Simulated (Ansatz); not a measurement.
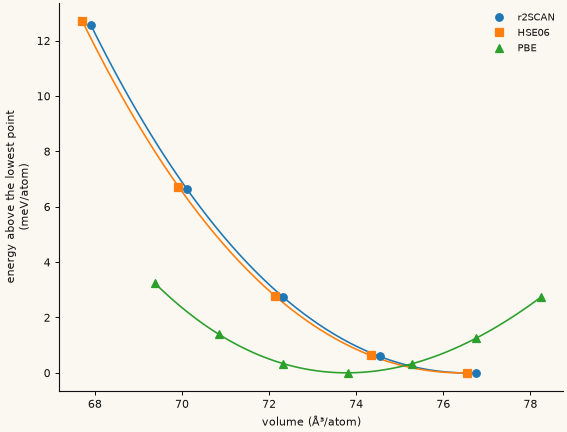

The plot gives the computed energy above the lowest point against volume, with one curve for each functional, for K (space group Im-3m).

Calculation (Ansatz 0.2.0 development build): equation of state of a cubic crystal from periodic Kohn-Sham density functional theory without spin, third-order Birch-Murnaghan fit to the free energies; pressure corrected for the finite basis.

```tsv
setting	value
structure type	bcc
atoms in cell	1
space group number	229
lattice centring	body-centred primitive
occupation method	Fermi–Dirac
datasets	soft-1 PAW
density tolerance	1e-07 eV
bands	9
density cutoff ratio	4
search for lower states	default
```

Settings that differ: r2SCAN: wave cutoff 500 eV, k mesh 9×9×9, occupation width 0.1 eV; HSE06: wave cutoff 420 eV, k mesh 6×6×6, exchange singularity Wigner-Seitz, occupation width 0.1 eV; PBE: wave cutoff 420 eV, k mesh 29×29×29, occupation width 0.0612 eV.

The numbers behind the figure:

r2SCAN:
```tsv
volume (Å³/atom)	energy above the lowest point (meV/atom)
67.90	12.6
70.11	6.6
72.33	2.7
74.54	0.6
76.76	0.0
```

HSE06:
```tsv
volume (Å³/atom)	energy above the lowest point (meV/atom)
67.71	12.7
69.92	6.7
72.13	2.8
74.33	0.6
76.54	0.0
```

PBE:
```tsv
volume (Å³/atom)	energy above the lowest point (meV/atom)
69.38	3.238
70.85	1.385
72.33	0.330
73.81	0.000
75.28	0.330
76.76	1.255
78.23	2.725
```

Caveats: modest k-mesh, values are not fully converged in k (HSE06).
